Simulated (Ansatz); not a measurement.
**CoO: density, localisation and related maps**

```cif
data_structure
_symmetry_space_group_name_H-M 'P 1'
_symmetry_Int_Tables_number 1
_cell_length_a 3.0144
_cell_length_b 4.2630
_cell_length_c 3.0144
_cell_angle_alpha 90.000
_cell_angle_beta 90.000
_cell_angle_gamma 90.000
_cell_volume 38.74
loop_
_atom_site_label
_atom_site_type_symbol
_atom_site_fract_x
_atom_site_fract_y
_atom_site_fract_z
_atom_site_occupancy
Co1 Co 0.50000 0.50000 0.62440 1
Co2 Co 0.00000 0.00000 0.12440 1
O1 O 0.50000 0.00000 0.50000 1
O2 O 0.00000 0.50000 0.00000 1
```

Space group Imm2; changed on purpose from its base cell (all Co atoms moved +0.375 Å, as atom 1 towards its neighbour atom 1 (Co) at 3.014 A); not relaxed (largest force 0.9 eV/Å); spin-polarised.

Theory: Ansatz 0.2.0, DFT PBEsol, scalar-relativistic, plane waves, PAW.

Core electrons are frozen (PAW), and the valence fields are smoothed inside the atomic spheres.

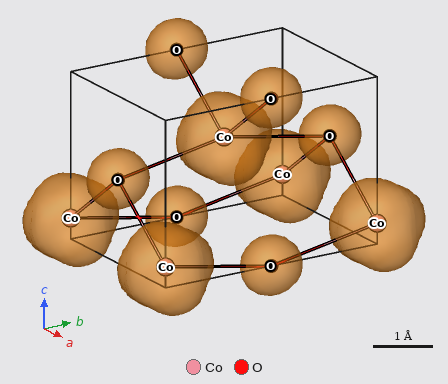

Figure 1. Isosurface of the magnetisation density (up minus down) at +0.2 e/Å³ (orange), seen at an oblique angle. Sticks mark near contacts.

Q: Describe the spin distribution.

A: The spin density sits on Co: +2.3 μB (×2) in one cell of 4 atoms, with smaller moments on O (up to +0.34 μB): parallel main moments, as they must be, since the calculation's own cell holds one magnetic site. The cell of the calculation (2 atoms) carries 2.9 μB of net spin moment.

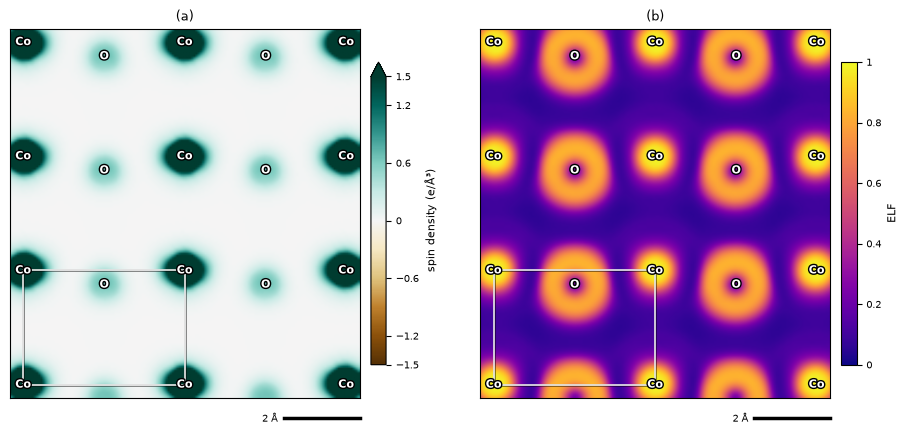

Figure 2. (a) magnetisation density (up minus down); (b) ELF on the (100) plane of the conventional cell.

Q: What do the fields say about this system?

A:
- The section cuts through Co and O sites.
- Co–O (2.16 Å): the ELF peaks at about 0.80 in the valence shell of O, 0.6 Å from its nucleus, and is about 0.15 at the midpoint (no localised pair shows between them).
- The features right at Co lie inside the PAW spheres, where the map follows smoothed inner orbitals and isn't to be read closely.

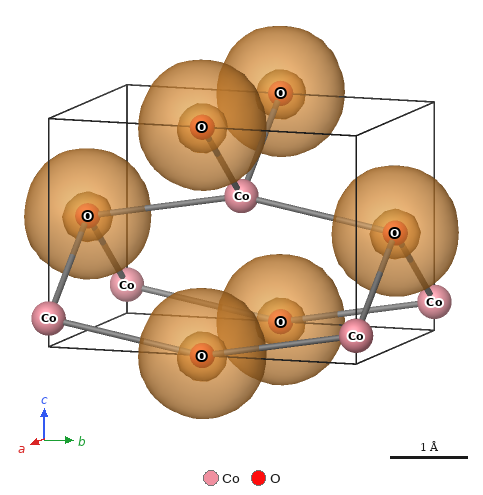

Figure 3. Isosurface of the electron localisation function at 0.65 (orange), seen slightly off an axis. Core shells and regions of very low density are left out. Sticks mark near contacts.

Q: Identify the bonds, lone pairs and shells in this picture.

A: At this value the surface marks out two regions wrapped around O (the valence shell of each), counted in one cell of 4 atoms. Regions shared between cells count once. Along the contacts the grid gives the following. Co–O (1.89 Å): the ELF peaks at about 0.80 in the valence shell of O, 0.6 Å from its nucleus, and is about 0.20 at the midpoint: no localised pair shows between them.

Q: Does the calculation make it a metal, or give it a gap?

A: It is gapless in this calculation (a metal or semimetal); semilocal functionals without U, or without the true magnetic order, often close the gap of such compounds.
